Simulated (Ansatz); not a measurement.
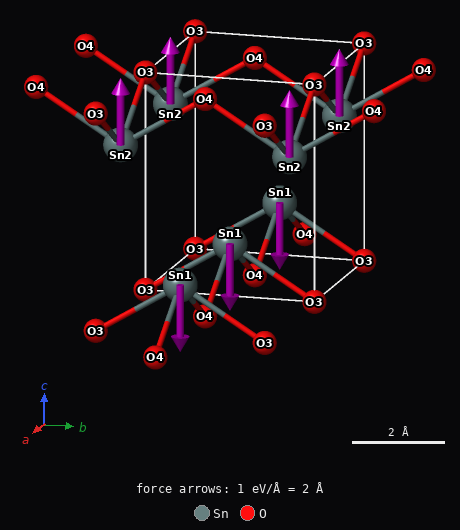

A changed version of solid SnO (set up in P4/nmm), with the computed forces as purple arrows. Besides, all lengths are scaled by +1.3 % (volume +4.0 %). The picture is a ball-and-stick view of the cell of the calculation, repeated 2 × 1 × 1 with one cell outlined, seen slightly off an axis.

All numbers below come from DFT, LDA, PAW with Ansatz's default frozen-core files, scalar-relativistic in Ansatz 0.2.0. Settings: plane-wave cutoff 420 eV; k-point mesh 6 × 6 × 5; occupations fermi dirac; smearing width 0.02 eV; no spin polarisation.

Question: Describe the distortion and the response.

Answer: The atoms keep their fractional coordinates. No relaxation follows. Energy change: +19.8 meV per atom. Pressure: −2.8 GPa before, −6.1 GPa after. The principal stresses (compression positive) are −5.5 GPa along c and −6.4 GPa across it. The largest forces, 0.76 eV/Å, act on Sn1 and Sn2; on Sn1 it points along −c. Near-neighbour distances before and after: O–Sn 2.224 → 2.253 Å. The space group stays P4/nmm (No. 129).

Limits of the set-up: layers or molecules are held without a dispersion correction, so their spacing is unreliable.
